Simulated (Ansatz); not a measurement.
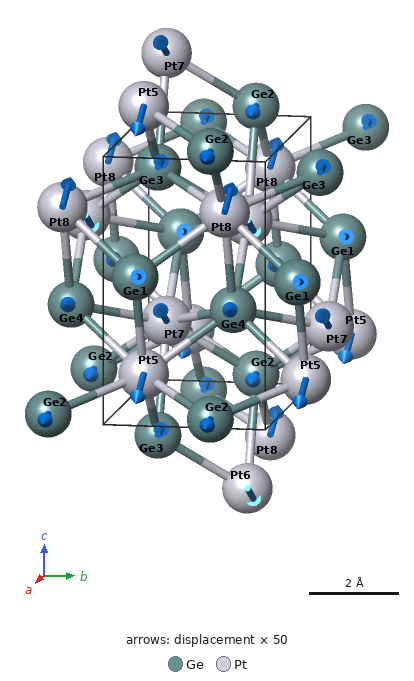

A relaxation of crystalline GePt (set up in Pnma). The starting structure is drawn; blue arrows show the displacements (the part carried along by the change of the cell is left out), magnified 50 times.

Style: ball-and-stick. Shown: the cell of the calculation, slightly off an axis.

Case: relaxed again under DFT PBE+D3(BJ), scalar-relativistic, plane waves, PAW.

The calculation used DFT PBE+D3(BJ), scalar-relativistic, plane waves, PAW (Ansatz). (plane-wave cutoff 420 eV; k-point mesh 6 × 10 × 6; occupations gaussian; smearing width 0.1 eV; no spin polarisation; cell and atoms relaxed; force threshold 0.005 eV/Å; at most 50 steps)

Question: Atoms of which element are displaced furthest, and by how much?

Answer: Platinum: up to 0.023 Å, against 0.014 Å for germanium.

Question: What happened in the run?

Answer: The largest moves relative to the cell, 0.023 Å, are those of Pt5, Pt6, Pt7 and Pt8. Pt5 goes along [2 0 −1]. Largest moves by element: Pt 0.023 Å, Ge 0.014 Å. The drawn cell changes as follows: a 5.829 → 5.766 Å (−1.1 %), b 3.744 → 3.698 Å (−1.2 %), c 6.189 → 6.111 Å (−1.3 %); the volume changes by −3.5 %. Among the contacts that change: Ge1–Pt5 2.678 → 2.638 Å, Ge1–Pt6 2.703 → 2.665 Å, Ge1–Pt8 2.552 → 2.530 Å, Ge1–Pt7 2.512 → 2.499 Å. The space group stays Pnma (No. 62). The energy falls by 80.2 meV per cell of the calculation in 5 accepted moves (7 points after the start). Largest force component: 0.007 eV/Å at the start, 0.00062 eV/Å at the end. Pressure: −5.23 GPa at the start and 0.01 GPa at the end. The line search rejected the trial step at point 1 of the run. At 1 point the geometry stayed and the basis and grid were re-selected for the new cell (energy shift of 1.9 meV per cell of the calculation at most each time).
